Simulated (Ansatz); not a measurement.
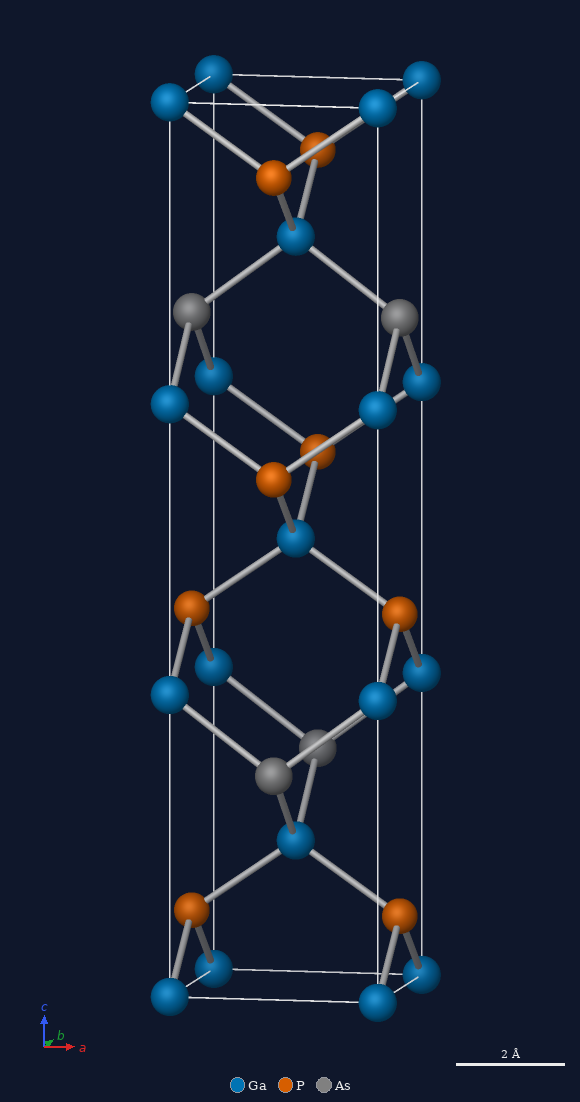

Ball-and-stick model, viewed slightly off an axis. One conventional unit cell is framed, with atoms on its boundary repeated. Cell: a = 3.95 Å, b = 3.95 Å, c = 16.77 Å, α = 90.00°, β = 90.00°, γ = 90.00°.

The initial geometry was a structure type filled with these elements by a generator (whether the compound takes this form wasn't checked). Earlier steps of the study, as a rule a relaxation of our own, may have changed the cell and positions, so they can lie some per cent off the listed ones. Ansatz was used for an electronic-structure calculation on it.

### What structure is drawn here?

Chemical formula Ga3AsP2. Space group: I-4m2 (No. 119). Lattice: body-centred tetragonal. With Z = 2, the cell contains 6 Ga, 2 As, 4 P. Each P atom is coordinated by four Ga in a tetrahedral arrangement at about 2.4 Å. Each As atom has four Ga in a tetrahedral arrangement at about 2.5 Å around it. Ga takes two kinds of site: 2a with four P in a tetrahedral arrangement at about 2.4 Å; 4e with two P and two As in a tetrahedral arrangement (about 2.4 Å to P, 2.5 Å to As). The bonds build a three-dimensional framework.

Results below were computed with Ansatz 0.2.0, DFT r2SCAN, scalar-relativistic, plane waves, PAW; the settings were an energy cutoff of 500 eV, k-points about 0.23 Å⁻¹ apart, Gaussian smearing of 0.02 eV, no spin polarisation.

### Is the electronic structure metallic or gapped?

A semiconductor at this level, with a gap of 1.54 eV, direct.

### What are the atomic charges by Bader's partition?

Ga +0.84 to +0.90 e; As -0.77 e; P -0.90 e.

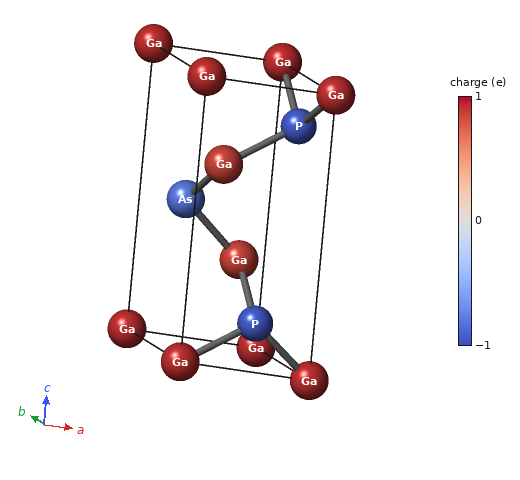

The atoms coloured by those charges. The run's cell of 6 atoms is drawn in a reduced setting, so axes and origin can differ from the first picture.

### Is this the optimised geometry for these settings?

No. The largest force is 0.06 eV/Å, on Ga. The pressure is -2.6 GPa, so the cell would contract.
